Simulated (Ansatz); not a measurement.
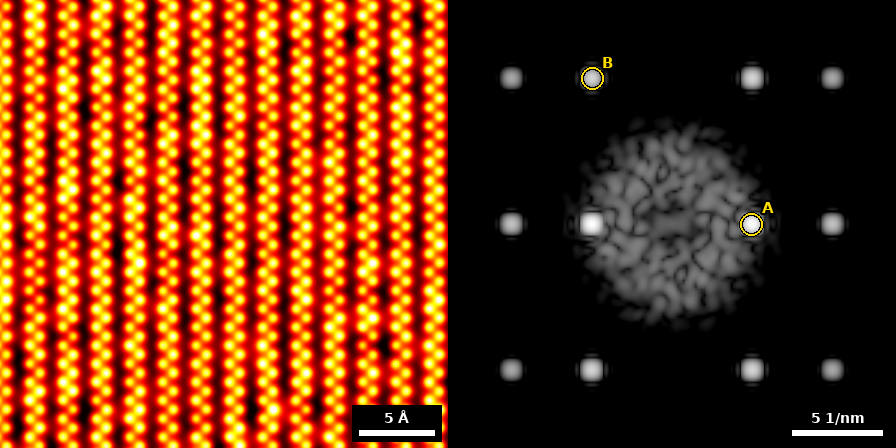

iDPC-like image of Mn (P6_3/mmc, No. 194) along [102]. Simulated as the projected potential of neutral atoms (B = 0.5 Å²) blurred by a 0.50 Å probe, the thin-sample limit of integrated differential phase contrast. The speckle of an amorphous layer was added. Structure used: the geometry relaxed at fixed volume with DFT r2SCAN, scalar-relativistic, plane waves, PAW (Ansatz); the starting structure was generated, so it need not be a known form of this composition.

The right panel is the modulus of the image's Fourier transform on a logarithmic scale.

a = 2.575 Å, b = 2.575 Å, c = 4.039 Å, α = 90.00°, β = 90.00°, γ = 120.00°

Question: Index the marked spots and give their plane spacings (the zone axis points at the viewer; indices equivalent by symmetry, or all signs reversed, are as good).

Answer: A: (010), d = 2.23 Å; B: (-2 0 1), d = 1.07 Å. A and B enclose 119°, and every spot obeys the zone law hu + kv + lw = 0 for [102].
